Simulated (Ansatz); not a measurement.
**Two runs on ZrN**

System: ZrN (Fm-3m, 2 atoms in the cell).
Method of run A: Kohn-Sham DFT of a periodic cell, revPBE with D4, Ansatz PAW, no spin polarisation (Ansatz 0.2.0).

The structure derives from an entry of the Crystallography Open Database. Text and figures count atoms from 1; the logs count them from 0 in places.

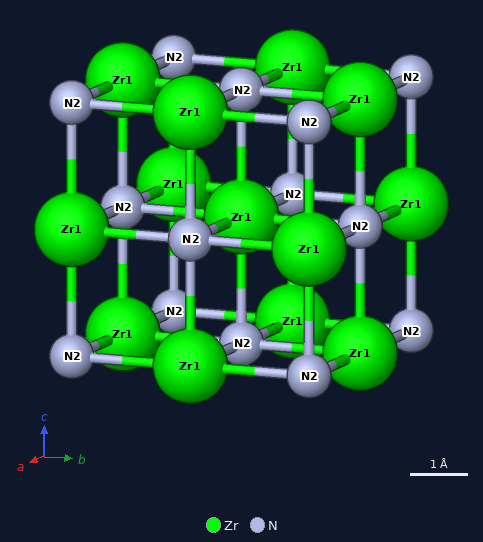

**Figure 1.** The starting structure (ball-and-stick view of the cell 4 times as large as that of the calculation, set on its symmetry axes, seen slightly off an axis; atoms are numbered from 1 in the order of the input). Near neighbours in the crystal (not all of them lie inside the picture): Zr has 6 N at 2.30 Å; N has 6 Zr at 2.30 Å.

### Input file, run A
```yaml
crystal:
  lattice:
    - [0.0, 2.3, 2.3]
    - [2.3, 0.0, 2.3]
    - [2.3, 2.3, 0.0]
  atoms:
    - { symbol: Zr, position: [0.5, 0.5, 0.5] }
    - { symbol: "N", position: [0.0, 0.0, 0.0] }
hamiltonian:
  xc: revpbe
  pseudopotentials: { kind: paw }
  dispersion: d4
kpoints:
  mp_grid: { grid: [10, 10, 10] }
scf:
  occupations: { method: fermi_dirac, width: 0.05 }
output:
  forces: true
  stress: true
relax:
  f_tol: 0.01
  max_steps: 40
  cell: { stress_tol: 0.05 }
```

Command:
```bash
ansatz run input.yaml --threads 2 --pin off --max-ram 5632MiB --backend cpu --events-out ev --progress --plain --runs-dir out
```

Hardware: 2 threads of Arm Neoverse V1, 24 GiB of memory available, shared host.

### Output, shortened to warnings, some set-up lines, iterations and results (run A)
```
Basis set: ecut = 420 eV, 531 PW (Γ), exchange–correlation on 48×48×48 points (8 copies of the dense FFT grid, shifted against one another)
Symmetry: 48 space group operations
k-points: 47 of 1000
Initial density: superposition of atomic densities (neutral atoms: chi_scale 0, normalization atom), corrected by the library's trained network
[...]
SCF iter   1: F=—  HF=-4578.141371 eV  |F-HF|=—  |Δ(HF+E_count)|=         —  Δρ=2.16e-3  dr2=3.01e-4  ethr=1.77e-3  ⟨swp⟩=5.0  Hψ=3000  notcnv=0
SCF iter   2: F=—  HF=-4578.141213 eV  |F-HF|=—  |Δ(HF+E_count)|=   1.58e-4  Δρ=1.10e-3  dr2=7.91e-5  ethr=1.77e-6  ⟨swp⟩=2.0  Hψ=1349  notcnv=0
SCF iter   3: F=—  HF=-4578.141264 eV  |F-HF|=—  |Δ(HF+E_count)|=   5.05e-5  Δρ=2.14e-4  dr2=7.13e-6  ethr=4.65e-7  ⟨swp⟩=1.8  Hψ=820  notcnv=0
SCF iter   4: F=-4578.141263 eV  HF=-4578.141263 eV  |F-HF|=3.52e-8  |Δ(HF+E_count)|=   6.74e-7  Δρ=2.02e-5  dr2=5.48e-8  ethr=4.19e-8  ⟨swp⟩=2.1  Hψ=984  notcnv=0
SCF iter   5: F=-4578.141263 eV  HF=-4578.141263 eV  |F-HF|=2.28e-10  |Δ(HF+E_count)|=   5.10e-8  Δρ=6.12e-6  dr2=5.23e-9  ethr=3.22e-10  ⟨swp⟩=2.6  Hψ=1010  notcnv=0
[... 48 lines ...]
SCF iter   5: F=-4578.156380 eV  HF=-4578.156380 eV  |F-HF|=9.09e-13  |Δ(HF+E_count)|=  1.82e-12  Δρ=5.91e-8  dr2=2.54e-13  ethr=1.00e-12  ⟨swp⟩=1.0  Hψ=611  notcnv=0
SCF iter   6: F=-4578.156380 eV  HF=-4578.156380 eV  |F-HF|=0.00e0  |Δ(HF+E_count)|=  1.82e-12  Δρ=2.85e-8  dr2=5.88e-14  ethr=1.00e-12  ⟨swp⟩=1.0  Hψ=611  notcnv=0
SCF iter   7: F=-4578.156380 eV  HF=-4578.156380 eV  |F-HF|=9.09e-13  |Δ(HF+E_count)|=    0.00e0  Δρ=1.14e-8  dr2=9.63e-15  ethr=1.00e-12  ⟨swp⟩=2.2  Hψ=1830  notcnv=0
SCF 7 converged in 7 iterations: F = -4578.156380 eV  dr2 = 9.63e-15
relax step   7: F+E_penalty+E_count = -4578.15638036 eV  Δ(F+E_penalty+E_count) = -9.095e-13 eV  max|allowed force component| = 4.996e-29 eV/Å  Δτ_max = 0.0000 Å  P = -0.001 …
basis re-selected at this cell: Δ(F+E_penalty+E_count) = -9.095e-13 eV, ΔP = -0.000 GPa vs the last step (what re-selecting the basis moved, of the pressure what is left beyond the Pulay correction that the steps carried, after the strain that the cell walked since its last selection, with what the …
SCF converged after 7 iterations
Free energy (F): -4578.156380 eV
Harris-Foulkes:  -4578.156380 eV  (|F-HF|=9.09e-13)
Internal energy: -4578.150142 eV  (E = F + TS)
E sigma→0 (E₀):  -4578.153261 eV
Entropy (-TS):   -0.006238 eV (-3.119 meV/atom)
Fermi energy:    18.155560 eV
--- Per-component energies (eV) ---
  E_band       = -19.023004
  E_kinetic    = 469.094953
  E_local      = -610.875739  (includes V_loc(G=0)·N_el)
  E_nonlocal   = 122.095357
  E_hartree    = 184.787359
  E_xc         = -225.028047
  E_vxc        = -271.436526  (∫ρ·V_xc dr)
  E_paw        = -3086.053726  (= ΣΔE_a)
  E_vpaw       = -97.475887  (= ΣTr[D̂ρ^β])
  E_aug_tail   = 0.000119  (compensation charges beyond the density's cutoff)
  E_ewald      = -1431.085395
  E_disp       = -1.015293  (pairwise vdW)
  E_core_change = -0.069731  (= ΣΔE_core)
  E_smearing   = -0.006238  (= −TS)
  E_closure    = 0.000000  (closes the sum)
  Σ components = -4578.156380   (vs F -4578.156380, Δ=0.00e0)
--- Forces (eV/Å), atoms counted from 1 ---
  atom   1  Zr     0.00000000    -0.00000000     0.00000000
  atom   2  N     -0.00000000    -0.00000000    -0.00000000
  max |Σ_I F_I| component: 9.36e-29 eV/Å
--- Stress (GPa, compression-positive) ---
       -0.000637       0.000000      -0.000000
       -0.000000      -0.000637       0.000000
       -0.000000      -0.000000      -0.000637
  P = ⅓ Tr σ = -0.0006 GPa (-0.006 kbar)
--- Relaxed structure (5 steps of the walk, 5 accepted, 2 SCFs on fresh bases) ---
  F+E_penalty+E_count = -4578.15638036 eV   max|allowed force component| = 4.996e-29 eV/Å   (the final SCF, on the basis selected at the relaxed cell)
  cell:  # Å, volume = 23.6446 Å³
    - [1.875685221957285e-34, 2.278071203523696, 2.278071203523696]
    - [2.278071203523696, 1.1424767961607027e-34, 2.278071203523696]
    - [2.278071203523696, 2.278071203523696, 1.219779319613145e-33]
  atoms:
    - { symbol: Zr, position: [0.49999999999999994, 0.49999999999999994, 0.49999999999999994] }
[...]
```

Run B used a changed input.

### The two runs side by side

| quantity | run A | run B |
| --- | --- | --- |
| outcome | converged | converged |
| free energy per atom (eV) | −2289.0782 | −2288.5832 |
| energy per atom, smearing taken to zero (eV) | −2289.0766 | −2288.5816 |
| pressure (GPa) | 0.00 | 0.01 |
| volume per atom (Å³) | 11.82 | 12.26 |
| largest force (eV/Å) | 0.000 | 0.000 |
| SCF iterations | 44 | 26 |
| irreducible k-points | 47 | 47 |
| wall time (shared host) | 5.3 s | 2.4 s |

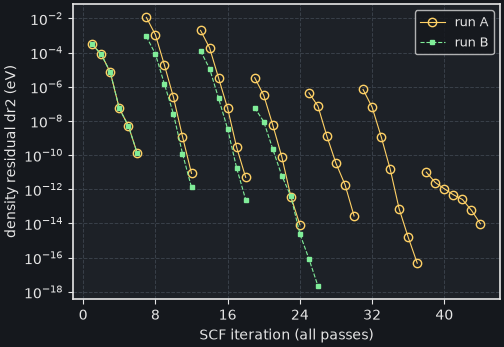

**Figure 2.** Convergence of the two runs: density residual dr2 against the SCF iteration. A break in a curve parts two SCF passes. Run A takes 44 iterations in all, and run B takes 26.

Which change of the input explains these differences?

The change (lines with − go, lines with + come):
```diff
-  dispersion: d4
```

The total energies belong to different models, so their difference says nothing on which is more stable or more accurate. The volume per atom goes from 11.82 to 12.26 Å³. The SCF takes 26 iterations over all geometry steps against 44. On the same kind of shared host run B took about 0.45 times as long.

### Output, shortened to warnings, some set-up lines, iterations and results (run B)
```
Basis set: ecut = 420 eV, 531 PW (Γ), exchange–correlation on 48×48×48 points (8 copies of the dense FFT grid, shifted against one another)
Symmetry: 48 space group operations
k-points: 47 of 1000
Initial density: superposition of atomic densities (neutral atoms: chi_scale 0, normalization atom), corrected by the library's trained network
[...]
SCF iter   1: F=—  HF=-4577.165314 eV  |F-HF|=—  |Δ(HF+E_count)|=         —  Δρ=2.16e-3  dr2=3.01e-4  ethr=1.77e-3  ⟨swp⟩=5.0  Hψ=3000  notcnv=0
SCF iter   2: F=—  HF=-4577.165157 eV  |F-HF|=—  |Δ(HF+E_count)|=   1.58e-4  Δρ=1.10e-3  dr2=7.91e-5  ethr=1.77e-6  ⟨swp⟩=2.0  Hψ=1349  notcnv=0
SCF iter   3: F=—  HF=-4577.165207 eV  |F-HF|=—  |Δ(HF+E_count)|=   5.05e-5  Δρ=2.14e-4  dr2=7.13e-6  ethr=4.65e-7  ⟨swp⟩=1.8  Hψ=820  notcnv=0
SCF iter   4: F=-4577.165207 eV  HF=-4577.165207 eV  |F-HF|=3.52e-8  |Δ(HF+E_count)|=   6.74e-7  Δρ=2.02e-5  dr2=5.48e-8  ethr=4.19e-8  ⟨swp⟩=2.1  Hψ=984  notcnv=0
SCF iter   5: F=-4577.165207 eV  HF=-4577.165207 eV  |F-HF|=2.28e-10  |Δ(HF+E_count)|=   5.10e-8  Δρ=6.12e-6  dr2=5.23e-9  ethr=3.22e-10  ⟨swp⟩=2.6  Hψ=1010  notcnv=0
[... 24 lines ...]
SCF iter   6: F=-4577.166381 eV  HF=-4577.166381 eV  |F-HF|=2.73e-12  |Δ(HF+E_count)|=  9.09e-13  Δρ=5.09e-9  dr2=2.49e-15  ethr=1.00e-12  ⟨swp⟩=1.0  Hψ=611  notcnv=0
SCF iter   7: F=-4577.166381 eV  HF=-4577.166381 eV  |F-HF|=0.00e0  |Δ(HF+E_count)|=  2.73e-12  Δρ=7.56e-10  dr2=8.64e-17  ethr=1.00e-12  ⟨swp⟩=1.0  Hψ=611  notcnv=0
SCF iter   8: F=-4577.166381 eV  HF=-4577.166381 eV  |F-HF|=9.09e-13  |Δ(HF+E_count)|=  2.73e-12  Δρ=1.25e-10  dr2=2.21e-18  ethr=1.00e-12  ⟨swp⟩=2.0  Hψ=1629  notcnv=0
SCF 4 converged in 8 iterations: F = -4577.166381 eV  dr2 = 2.21e-18
relax step   4: F+E_penalty+E_count = -4577.16638059 eV  Δ(F+E_penalty+E_count) = -4.438e-4 eV  max|allowed force component| = 5.916e-29 eV/Å  Δτ_max = 0.0000 Å  P = +0.010 …
basis re-selected at this cell: Δ(F+E_penalty+E_count) = -4.438e-4 eV, ΔP = +0.025 GPa vs the last step (what re-selecting the basis moved, of the pressure what is left beyond the Pulay correction that the steps carried, after the strain that the cell walked since its last selection, with what the …
SCF converged after 8 iterations
Free energy (F): -4577.166381 eV
Harris-Foulkes:  -4577.166381 eV  (|F-HF|=9.09e-13)
Internal energy: -4577.159917 eV  (E = F + TS)
E sigma→0 (E₀):  -4577.163149 eV
Entropy (-TS):   -0.006464 eV (-3.232 meV/atom)
Fermi energy:    17.468803 eV
--- Per-component energies (eV) ---
  E_band       = -30.501323
  E_kinetic    = 466.432572
  E_local      = -631.952246  (includes V_loc(G=0)·N_el)
  E_nonlocal   = 121.989249
  E_hartree    = 190.333615
  E_xc         = -224.250790
  E_vxc        = -270.375748  (∫ρ·V_xc dr)
  E_paw        = -3085.869456  (= ΣΔE_a)
  E_vpaw       = -97.262494  (= ΣTr[D̂ρ^β])
  E_aug_tail   = 0.000114  (compensation charges beyond the density's cutoff)
  E_ewald      = -1413.773242
  E_core_change = -0.069731  (= ΣΔE_core)
  E_smearing   = -0.006464  (= −TS)
  E_closure    = 0.000000  (closes the sum)
  Σ components = -4577.166381   (vs F -4577.166381, Δ=0.00e0)
--- Forces (eV/Å), atoms counted from 1 ---
  atom   1  Zr     0.00000000    -0.00000000    -0.00000000
  atom   2  N     -0.00000000     0.00000000     0.00000000
  max |Σ_I F_I| component: 1.09e-28 eV/Å
--- Stress (GPa, compression-positive) ---
        0.010282      -0.000000      -0.000000
       -0.000000       0.010282      -0.000000
       -0.000000      -0.000000       0.010282
  P = ⅓ Tr σ = 0.0103 GPa (0.103 kbar)
--- Relaxed structure (3 steps of the walk, 3 accepted, 1 SCFs on fresh bases) ---
  F+E_penalty+E_count = -4577.16638059 eV   max|allowed force component| = 5.916e-29 eV/Å   (the final SCF, on the basis selected at the relaxed cell)
  cell:  # Å, volume = 24.5239 Å³
    - [-1.6295331905812595e-33, 2.305966989702329, 2.305966989702329]
    - [2.305966989702329, -3.057223219737353e-34, 2.305966989702329]
    - [2.305966989702329, 2.305966989702329, -6.104587840021415e-34]
  atoms:
    - { symbol: Zr, position: [0.49999999999999994, 0.49999999999999994, 0.49999999999999994] }
    - { symbol: N, position: [8.72250880615987e-37, -3.05287808214134e-36, -4.7973798433624065e-36] }
```

For both runs: Points of doubt noted for this run: forces on files of another functional. The cell holds an odd number of electrons but the run has no spin polarisation, so it comes out as a metal.
